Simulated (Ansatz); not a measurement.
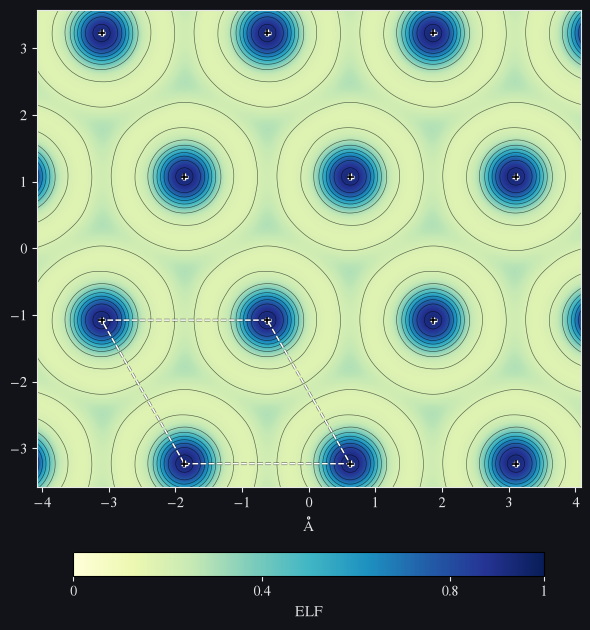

The ELF on a plane through atoms (crosses mark nuclei in the plane).

All numbers below come from DFT, PBEsol, plane waves (420 eV) with PAW, scalar-relativistic in Ansatz 0.2.0.

Candidates:
A. Cu, a = 2.49 Å, b = 2.49 Å, c = 8.12 Å, α = 90.00°, β = 90.00°, γ = 120.00°. Space group P6₃/mmc; set up as Cu, dhcp; a generated structure, not necessarily the stable one; changed on purpose from its base cell (volume × 0.96); computed pressure about 8 GPa in this cell; computed without spin polarisation.
B. Lu, a = 4.78 Å, b = 4.78 Å, c = 4.78 Å, α = 90.00°, β = 90.00°, γ = 90.00°. Space group Fm-3m; set up as Lu, fcc; a generated structure, not necessarily the stable one; computed without spin polarisation.

Question: Which candidate gave the map?

Answer: Candidate A: Cu on the (001) plane of the conventional cell, which holds Cu. Cu–Cu (2.49 Å): the ELF is about 0.20 at the midpoint: no localised pair shows between them.
